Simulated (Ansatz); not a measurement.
Geometry relaxation of VSi31 (part 1 of 3)

System: VSi31 (defect cell, 32 atoms in the cell).
Method: DFT PBEsol, scalar-relativistic, plane waves, PAW, spin-polarised (Ansatz 0.2.0).

The structure derives from a Materials Project entry. It belongs to a series of runs on one base structure; here: V_Si, charge +0, atoms relaxed at the host's cell. Figures and captions count atoms from 1; the log counts them from 0 in places.

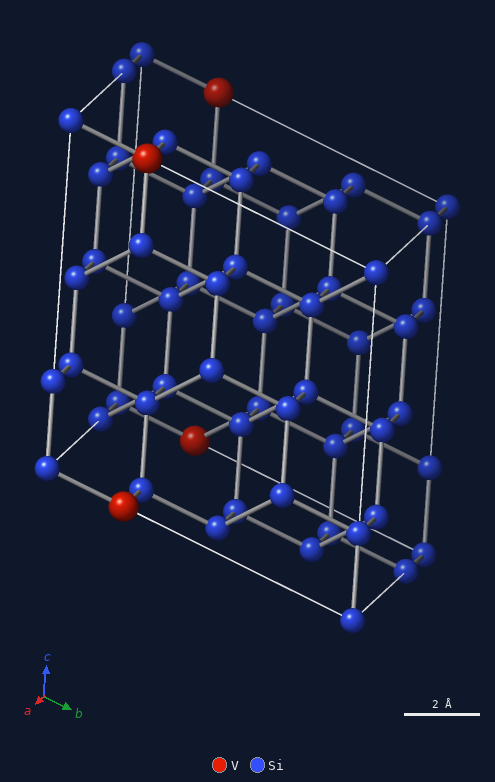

**Figure 1.** The input geometry (ball-and-stick view of the cell of the calculation, seen slightly off an axis). An atom can appear more than once, as a periodic image. Near neighbours in the periodic cell (some may lie outside the picture): V has 4 Si at 2.35 Å; Si has 4 Si at 2.35 Å; Si has 3 Si at 2.35 Å and 1 V at 2.35 Å.

**Input**
```yaml
crystal:
  lattice:
    - [-5.4338341616, -5.4338341616, 5.4338341616]
    - [5.4338341616, 5.4338341616, 5.4338341616]
    - [-5.4338341616, 5.4338341616, -5.4338341616]
  atoms:
    - { symbol: V, position: [0.0, 0.25, 0.0], spin: 2.0 }
    - { symbol: Si, position: [0.25, 0.25, 0.75] }
    - { symbol: Si, position: [0.0, 0.5, 0.75] }
    - { symbol: Si, position: [0.5, 0.25, 0.5] }
    - { symbol: Si, position: [0.25, 0.5, 0.5] }
    - { symbol: Si, position: [0.0, 0.75, 0.5] }
    - { symbol: Si, position: [0.75, 0.25, 0.25] }
    - { symbol: Si, position: [0.5, 0.5, 0.25] }
    - { symbol: Si, position: [0.25, 0.75, 0.25] }
    - { symbol: Si, position: [0.0, 0.0, 0.25] }
    - { symbol: Si, position: [0.75, 0.5, 0.0] }
    - { symbol: Si, position: [0.5, 0.75, 0.0] }
    - { symbol: Si, position: [0.25, 0.0, 0.0] }
    - { symbol: Si, position: [0.75, 0.75, 0.75] }
    - { symbol: Si, position: [0.5, 0.0, 0.75] }
    - { symbol: Si, position: [0.75, 0.0, 0.5] }
    - { symbol: Si, position: [0.0, 0.0, 0.0] }
    - { symbol: Si, position: [0.25, 0.0, 0.75] }
    - { symbol: Si, position: [0.0, 0.25, 0.75] }
    - { symbol: Si, position: [0.5, 0.0, 0.5] }
    - { symbol: Si, position: [0.25, 0.25, 0.5] }
    - { symbol: Si, position: [0.0, 0.5, 0.5] }
    - { symbol: Si, position: [0.75, 0.0, 0.25] }
    - { symbol: Si, position: [0.5, 0.25, 0.25] }
    - { symbol: Si, position: [0.25, 0.5, 0.25] }
    - { symbol: Si, position: [0.0, 0.75, 0.25] }
    - { symbol: Si, position: [0.75, 0.25, 0.0] }
    - { symbol: Si, position: [0.5, 0.5, 0.0] }
    - { symbol: Si, position: [0.25, 0.75, 0.0] }
    - { symbol: Si, position: [0.75, 0.5, 0.75] }
    - { symbol: Si, position: [0.5, 0.75, 0.75] }
    - { symbol: Si, position: [0.75, 0.75, 0.5] }
  host:
    lattice:
      - [0.0, 2.7169170808, 2.7169170808]
      - [2.7169170808, 0.0, 2.7169170808]
      - [2.7169170808, 2.7169170808, 0.0]
    atoms:
      - { symbol: Si, position: [0.25, 0.25, 0.25] }
      - { symbol: Si, position: [0.0, 0.0, 0.0] }
basis:
  ecutwfc: 420
  xc_grid: 2
kpoints:
  mp_grid: { grid: [2, 2, 2], shift: [0.5, 0.5, 0.5] }
hamiltonian:
  xc: pbesol
scf:
  occupations: { method: gaussian, width: 0.02 }
  lower_state_search: "off"
output:
  forces: true
  stress: false
  eigenvalues: true
  populations: true
  charged_corrections:
    defect_position: [0.0, 0.25, 0.0]
    epsilon: [[13.2946, 0.0, 0.0], [0.0, 13.2946, 0.0], [0.0, 0.0, 13.2946]]
  write_density: true
  write_potential: true
  elf: true
  volumetric_format: npy
magnetization:
  spin_polarized: true
relax:
  adjacent_minimum: "off"
  f_tol: 0.03
  max_steps: 40
```

Hardware: 8 threads of AMD EPYC (Zen 3), 24 GiB of memory available, shared host.

Command:
```bash
ansatz run input.yaml --threads 8 --pin off --max-ram 16384MiB --backend cpu --events-out ev --progress --plain --runs-dir out
```

**What the program printed**
```
Engine: ansatz 0.2.0, x86_64-unknown-linux-gnu
Pseudopotentials: kind: paw
Pseudopotential: V, paw, valence charge 13, recommended cutoff 420 eV (normal), V.paw.azcp
Pseudopotential: Si, paw, valence charge 4, recommended cutoff 420 eV (normal), Si.paw.azcp
Functional definition: PBEsol
  exchange = pbesol_x
  correlation = pbesol_c
Crystal: 32 atoms, lattice volume = 641.770 Å³
Basis set: ecut = 420 eV, 12527 PW (Γ), exchange–correlation on 128×128×128 points (8 copies of the dense FFT grid, shifted against one another)
Bands: 102, of which v1, the nominal top of the filled ones, is band 69 counted from 1 (68 counted from 0)
Symmetry: 24 space group operations
Space group: I-43m (ITA 217), of the structure as read, at distance tolerance 8.6e-5 Å
Magnetic group: BNS 217.78 (UNI 1580), of the structure as read, at distance tolerance 8.6e-5 Å
k-points: 2 of 8 (time reversal used)
Non-local potential: V, projectors of the file, l = 0: 3, l = 1: 2, l = 2: 3, l = 3: 1
Non-local potential: Si, projectors of the file, l = 0: 2, l = 1: 2, l = 2: 2
PAW form: soft (Blöchl's): semilocal exchange-correlation on the pseudo side does not see the compensation charge
PAW frozen core: V, regenerated for the run's functional, and the local potential with it (the file was generated under x = pbe(κ = 0.804, μ = 0.2195149727645171), c = pbe(β = 0.06672455060314922))
PAW frozen core: Si, regenerated for the run's functional, and the local potential with it (the file was generated under x = pbe(κ = 0.804, μ = 0.2195149727645171), c = pbe(β = 0.06672455060314922))
PAW one-centre angular grid: V, 590 points (default); XC on 64 Gauss nodes
PAW one-centre angular grid: Si, 110 points (default); XC on 64 Gauss nodes
Initial density: superposition of atomic densities (chi_scale 0.1, normalization cell)
Starting moments: Σ|m| = 2 μB on 1 of 32 sites
Initial wavefunctions: pseudopotential atomic-orbital guess
Functional: x = pbesol(κ = 0.804, μ = 0.12345679012345678), c = pbesol(β = 0.046)
SCF iter   1: F=—  HF=-22151.965729 eV  |F-HF|=—  |Δ(HF+E_count)|=         —  Δρ=2.76e-2 (↑2.25e-2 ↓2.76e-2)  dr2=1.94e1  dr2_m=2.60e-1  M=1.000 μB ∫|m|=2.367 μB  β_m=0.30  ethr=3.10e-3  ⟨swp⟩=6.8  Hψ=1944  notcnv=0  defer=35
preconditioner: auto → Resta (q_TF=auto, 2.109 Å⁻¹)  ε∞=5.8  [insulator: Δε(μ)=0.121 eV  Ē_g=7.634 eV  σ=0.020 eV  W_gap=0.53  n_scr=86 (ndim 8)  ℏωp=16.6 eV  f_vac=0.000  D(μ)=16.67/eV (n_scr^D=134)  ε∞_Penn≈5.8]
spin=Collinear: Resta preconditioning applied to the charge; magnetization (m = ρ↑ − ρ↓) channel mixes plain (no charge-response kernel on spin).
SCF iter   2: F=—  HF=-22150.703227 eV  |F-HF|=—  |Δ(HF+E_count)|=    1.26e0  Δρ=3.05e-2 (↑3.05e-2 ↓1.75e-2)  dr2=1.34e1  dr2_m=8.65e-1  M=1.000 μB ∫|m|=1.388 μB  β_m=0.30  ethr=3.10e-3  ⟨swp⟩=3.0  Hψ=672  notcnv=0  defer=93
SCF iter   3: F=—  HF=-22149.936900 eV  |F-HF|=—  |Δ(HF+E_count)|=   7.66e-1  Δρ=2.02e-2 (↑1.96e-2 ↓2.02e-2)  dr2=1.73e1  dr2_m=4.29e-2  M=1.000 μB ∫|m|=2.416 μB  β_m=1.00  ethr=3.10e-3  ⟨swp⟩=3.0  Hψ=916  notcnv=0  defer=90
SCF iter   4: F=—  HF=-22148.353210 eV  |F-HF|=—  |Δ(HF+E_count)|=    1.58e0  Δρ=1.02e-2 (↑1.02e-2 ↓2.08e-3)  dr2=1.67e0  dr2_m=1.64e-1  M=1.000 μB ∫|m|=1.608 μB  β_m=0.30  ethr=3.10e-3  ⟨swp⟩=3.2  Hψ=863  notcnv=0  defer=105
SCF iter   5: F=—  HF=-22148.278069 eV  |F-HF|=—  |Δ(HF+E_count)|=   7.51e-2  Δρ=3.46e-3 (↑2.22e-3 ↓3.46e-3)  dr2=5.36e-2  dr2_m=3.77e-2  M=1.000 μB ∫|m|=1.701 μB  β_m=1.00  ethr=1.22e-3  ⟨swp⟩=2.5  Hψ=397  notcnv=0  defer=105
SCF iter   6: F=—  HF=-22148.301405 eV  |F-HF|=—  |Δ(HF+E_count)|=   2.33e-2  Δρ=1.45e-3 (↑5.94e-4 ↓1.45e-3)  dr2=5.16e-2  dr2_m=1.77e-3  M=1.000 μB ∫|m|=1.629 μB  β_m=0.30  ethr=3.91e-5  ⟨swp⟩=3.5  Hψ=704  notcnv=0  defer=108
SCF iter   7: F=—  HF=-22148.306366 eV  |F-HF|=—  |Δ(HF+E_count)|=   4.96e-3  Δρ=1.87e-3 (↑1.87e-3 ↓3.83e-4)  dr2=2.95e-2  dr2_m=6.65e-3  M=1.000 μB ∫|m|=1.551 μB  β_m=0.30  ethr=3.76e-5  ⟨swp⟩=2.8  Hψ=394  notcnv=0  defer=108
Mixer restart at iter 7: flushing history
spin-set hold released at iteration 7 (site moments contracting): the magnetisation degrees of freedom join the quasi-Newton model from the next iteration; the mixer history was flushed
SCF iter   8: F=—  HF=-22148.311187 eV  |F-HF|=—  |Δ(HF+E_count)|=   4.82e-3  Δρ=1.53e-3 (↑4.43e-4 ↓1.53e-3)  dr2=4.59e-2  dr2_m=1.87e-3  M=1.000 μB ∫|m|=1.562 μB  β_m=0.31  ethr=2.15e-5  ⟨swp⟩=2.5  Hψ=596  notcnv=0  defer=108
SCF iter   9: F=—  HF=-22148.312834 eV  |F-HF|=—  |Δ(HF+E_count)|=   1.65e-3  Δρ=1.96e-3 (↑1.96e-3 ↓2.10e-4)  dr2=3.98e-2  dr2_m=6.32e-3  M=1.000 μB ∫|m|=1.499 μB  β_m=0.05  ethr=2.15e-5  ⟨swp⟩=3.0  Hψ=658  notcnv=0  defer=108
SCF iter  10: F=—  HF=-22148.311409 eV  |F-HF|=—  |Δ(HF+E_count)|=   1.43e-3  Δρ=7.80e-4 (↑7.80e-4 ↓7.76e-4)  dr2=6.14e-4  dr2_m=3.42e-3  M=1.000 μB ∫|m|=1.508 μB  β_m=0.26  ethr=2.15e-5  ⟨swp⟩=2.0  Hψ=387  notcnv=0  defer=108
SCF iter  11: F=—  HF=-22148.315657 eV  |F-HF|=—  |Δ(HF+E_count)|=   4.25e-3  Δρ=7.16e-4 (↑7.16e-4 ↓6.64e-4)  dr2=1.14e-4  dr2_m=2.78e-3  M=1.000 μB ∫|m|=1.441 μB  β_m=0.73  ethr=4.48e-7  ⟨swp⟩=2.8  Hψ=669  notcnv=0  defer=108
SCF iter  12: F=—  HF=-22148.316778 eV  |F-HF|=—  |Δ(HF+E_count)|=   1.12e-3  Δρ=3.49e-4 (↑3.49e-4 ↓2.25e-4)  dr2=1.72e-4  dr2_m=4.83e-4  M=1.000 μB ∫|m|=1.394 μB  β_m=0.86  ethr=8.31e-8  ⟨swp⟩=3.0  Hψ=633  notcnv=0  defer=108
SCF iter  13: F=—  HF=-22148.316956 eV  |F-HF|=—  |Δ(HF+E_count)|=   1.78e-4  Δρ=3.89e-5 (↑1.63e-5 ↓3.89e-5)  dr2=1.81e-5  dr2_m=2.18e-6  M=1.000 μB ∫|m|=1.372 μB  β_m=0.92  ethr=8.31e-8  ⟨swp⟩=2.5  Hψ=583  notcnv=0  defer=108
iter 14 did not close the SCF: its close was put off for a magnetic moment that had not settled (scf_convergence_deferred on its scf_iter line)
SCF iter  14: F=-22148.316958 eV  HF=-22148.316962 eV  |F-HF|=3.94e-6  |Δ(HF+E_count)|=   5.42e-6  Δρ=2.00e-5 (↑2.00e-5 ↓5.56e-6)  dr2=5.20e-6  dr2_m=4.44e-7  M=1.000 μB ∫|m|=1.368 μB  β_m=0.92  ethr=1.32e-8  ⟨swp⟩=21.0  Hψ=3911  notcnv=0
SCF iter  15: F=-22148.316962 eV  HF=-22148.316962 eV  |F-HF|=2.55e-9  |Δ(HF+E_count)|=   4.02e-7  Δρ=2.84e-6 (↑2.84e-6 ↓1.41e-6)  dr2=1.14e-7  dr2_m=1.30e-8  M=1.000 μB ∫|m|=1.367 μB  ethr=3.79e-9  ⟨swp⟩=7.8  Hψ=2459  notcnv=0
SCF 1 converged in 15 iterations: F = -22148.316962 eV  dr2 = 1.14e-7
  greatest PAW one-centre occupation: 1.000 electrons in one spin orbital (limit 2), on the V atom at site 0 (counted from 0), in its partial waves of l = 0
relax step   1: F+E_penalty+E_count = -22148.31696199 eV  Δ(F+E_penalty+E_count) = +0.000e0 eV  max|allowed force component| = 3.501e-1 eV/Å  Δτ_max = 0.0000 Å  (15 SCF iters, dr2 threshold 2.25e-5 eV, accepted)
Initial density: handed on by an earlier stage of this run
Starting moments: Σ|m| = 2 μB on 1 of 32 sites; this step starts from the density that it was given
Initial wavefunctions: those handed on with the density
iter 1 solved again at ethr=2.92e-4 eV; its pass at ethr=3.10e-3 eV (dr2=4.00e-1 eV) is discarded
SCF iter   1: F=—  HF=-22148.418685 eV  |F-HF|=—  |Δ(HF+E_count)|=         —  Δρ=2.71e-3 (↑2.71e-3 ↓2.35e-3)  dr2=3.99e-1  dr2_m=3.22e-4  M=1.000 μB ∫|m|=1.350 μB  β_m=0.30  ethr=2.92e-4  ⟨swp⟩=1.0  Hψ=1001  notcnv=0  defer=108
preconditioner: auto → Resta (q_TF=auto, 2.109 Å⁻¹)  ε∞=5.9  [insulator: Δε(μ)=0.192 eV  Ē_g=7.522 eV  σ=0.020 eV  W_gap=0.67  n_scr=86 (ndim 8)  ℏωp=16.6 eV  f_vac=0.000  D(μ)=19.55/eV (n_scr^D=140)  ε∞_Penn≈5.9]
spin=Collinear: Resta preconditioning applied to the charge; magnetization (m = ρ↑ − ρ↓) channel mixes plain (no charge-response kernel on spin).
SCF iter   2: F=—  HF=-22148.429564 eV  |F-HF|=—  |Δ(HF+E_count)|=   1.09e-2  Δρ=4.79e-3 (↑4.79e-3 ↓2.50e-3)  dr2=5.26e-1  dr2_m=8.33e-3  M=1.000 μB ∫|m|=1.457 μB  β_m=0.16  ethr=2.92e-4  ⟨swp⟩=3.0  Hψ=400  notcnv=0  defer=108
SCF iter   3: F=—  HF=-22148.396904 eV  |F-HF|=—  |Δ(HF+E_count)|=   3.27e-2  Δρ=1.61e-3 (↑1.61e-3 ↓6.96e-4)  dr2=3.14e-2  dr2_m=1.80e-3  M=1.000 μB ∫|m|=1.412 μB  β_m=0.56  ethr=2.92e-4  ⟨swp⟩=2.2  Hψ=420  notcnv=0  defer=108
SCF iter   4: F=—  HF=-22148.393590 eV  |F-HF|=—  |Δ(HF+E_count)|=   3.31e-3  Δρ=3.68e-4 (↑3.68e-4 ↓8.82e-5)  dr2=2.71e-3  dr2_m=1.48e-4  M=1.000 μB ∫|m|=1.423 μB  β_m=0.66  ethr=2.30e-5  ⟨swp⟩=2.5  Hψ=648  notcnv=0  defer=108
SCF iter   5: F=—  HF=-22148.393653 eV  |F-HF|=—  |Δ(HF+E_count)|=   6.34e-5  Δρ=8.02e-5 (↑8.02e-5 ↓5.13e-5)  dr2=1.61e-5  dr2_m=2.27e-5  M=1.000 μB ∫|m|=1.427 μB  β_m=0.75  ethr=1.98e-6  ⟨swp⟩=2.0  Hψ=353  notcnv=0  defer=108
iter 6 did not close the SCF: its close was put off for a magnetic moment that had not settled (scf_convergence_deferred on its scf_iter line)
SCF iter   6: F=-22148.393665 eV  HF=-22148.393666 eV  |F-HF|=8.87e-7  |Δ(HF+E_count)|=   1.31e-5  Δρ=3.08e-5 (↑3.08e-5 ↓2.14e-5)  dr2=3.52e-6  dr2_m=3.47e-6  M=1.000 μB ∫|m|=1.432 μB  β_m=0.88  ethr=5.59e-9  ⟨swp⟩=18.8  Hψ=3479  notcnv=0
SCF iter   7: F=-22148.393668 eV  HF=-22148.393669 eV  |F-HF|=7.75e-7  |Δ(HF+E_count)|=   2.63e-6  Δρ=9.84e-6 (↑9.84e-6 ↓2.30e-6)  dr2=1.01e-6  dr2_m=1.51e-7  M=1.000 μB ∫|m|=1.436 μB  ethr=2.57e-9  ⟨swp⟩=8.2  Hψ=2557  notcnv=0
SCF 2 converged in 7 iterations: F = -22148.393668 eV  dr2 = 1.01e-6
relax step   2: F+E_penalty+E_count = -22148.39366811 eV  Δ(F+E_penalty+E_count) = -7.671e-2 eV  max|allowed force component| = 7.506e-2 eV/Å  Δτ_max = 0.0458 Å  (7 SCF iters, dr2 threshold 7.66e-6 eV, accepted)
```
